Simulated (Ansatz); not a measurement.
## Electronic structure of Mg3Zn2O5 in real space

Input

```
crystal:
  lattice:
    - [-1.5183504165, 2.1411430273, 7.5655399024]
    - [1.5183504165, -2.1411430273, 7.5655399024]
    - [1.5183504165, 2.1411430273, -7.5655399024]
  atoms:
    - { symbol: Mg, position: [0.4004613827, 0.4004613827, 0.0] }
    - { symbol: Mg, position: [0.5995386173, 0.5995386173, 0.0] }
    - { symbol: Mg, position: [0.0, 0.0, 0.0] }
    - { symbol: Zn, position: [0.8003863792, 0.8003863792, 0.0] }
    - { symbol: Zn, position: [0.1996136208, 0.1996136208, 0.0] }
    - { symbol: O, position: [0.097521588, 0.597521588, 0.5] }
    - { symbol: O, position: [0.3024340024, 0.8024340024, 0.5] }
    - { symbol: O, position: [0.5, 0.0, 0.5] }
    - { symbol: O, position: [0.6975659976, 0.1975659976, 0.5] }
    - { symbol: O, position: [0.902478412, 0.402478412, 0.5] }
basis:
  ecutwfc: 420
kpoints:
  mp_grid: { grid: [10, 10, 10] }
hamiltonian:
  xc: pbe
scf:
  occupations: { method: gaussian, width: 0.02 }
output:
  forces: true
  stress: true
  eigenvalues: true
  write_density: true
  write_potential: true
  elf: true
  volumetric_format: npy
relax:
  adjacent_minimum: "off"
  f_tol: 0.01
  max_steps: 80
  cell: { stress_tol: 0.05 }
```

Command:

```sh
ansatz run input.yaml --threads 4 --pin off --max-ram 8192MiB --backend cpu --events-out ev --progress --plain --runs-dir out
```

Below, planes, directions and counts refer to the conventional cell (a = 3.04 Å, b = 4.28 Å, c = 15.14 Å, α = 90.00°, β = 90.00°, γ = 90.00°).

Space group Immm; a structure generated by program, which may or may not match a known phase.

All numbers below come from DFT PBE, scalar-relativistic, plane waves, PAW (Ansatz).

In a PAW calculation such maps are meaningful between the atoms, not at the nuclei.

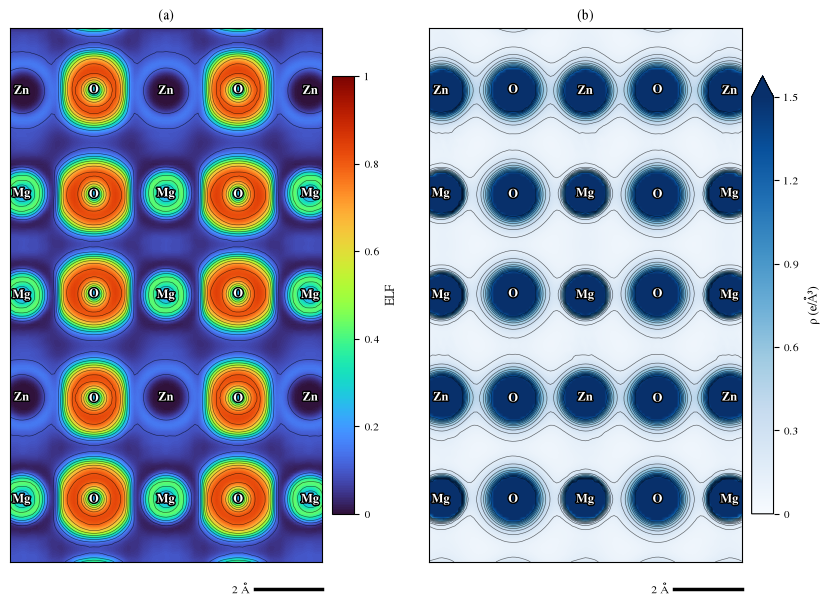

Figure 1. (a) ELF; (b) valence electron density on the (100) plane of the conventional cell.

Q: What do the fields say about this system?

A: The plane passes through Mg, Zn and O nuclei. Mg–O (2.14 Å): ρ at the midpoint is about 0.31 e/Å³; the ELF peaks at about 0.85 in the valence shell of O, 0.6 Å from its nucleus, and is about 0.35 at the midpoint; a largely ionic contact. Zn–O (2.14 Å): ρ at the midpoint is about 0.41 e/Å³; the ELF peaks at about 0.80 in the valence shell of O, 0.6 Å from its nucleus, and is about 0.20 at the midpoint; no localised pair shows between them. Between the atoms the lowest density in this plane is 0.06 e/Å³.

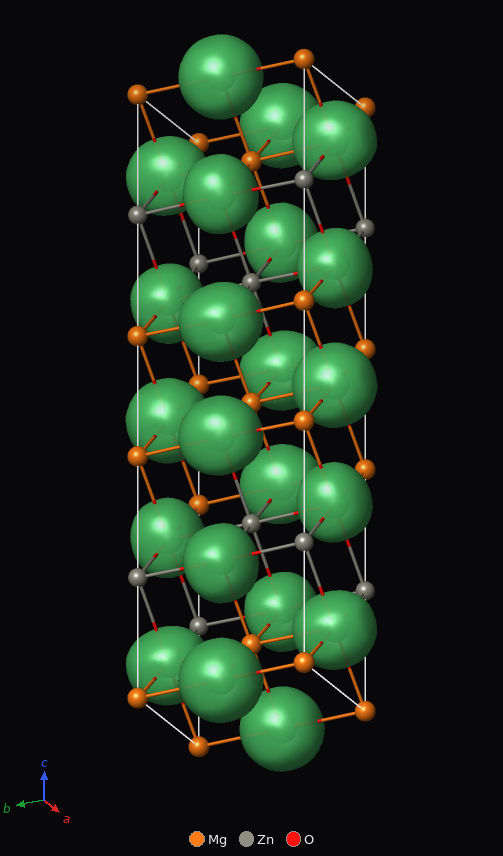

Figure 2. Isosurface of the ELF at 0.65 (green), seen at an oblique angle. Core shells and regions of very low density are left out. Sticks mark near contacts.

Q: Where are the electrons localised?

A: The ELF exceeds this value in ten regions wrapped around O (the valence shell of each), counted in one cell of 20 atoms. Any copies at cell faces, edges or corners count once. Profiles from the grid: Mg–O (2.12 Å): the ELF peaks at about 0.85 in the valence shell of O, 0.6 Å from its nucleus, and is about 0.30 at the midpoint: a largely ionic contact.

Q: Does the calculation make it a metal, or give it a gap?

A: It is gapped, with a Kohn–Sham gap of 2.5 eV on the k-point mesh, an upper bound to the gap of this method.
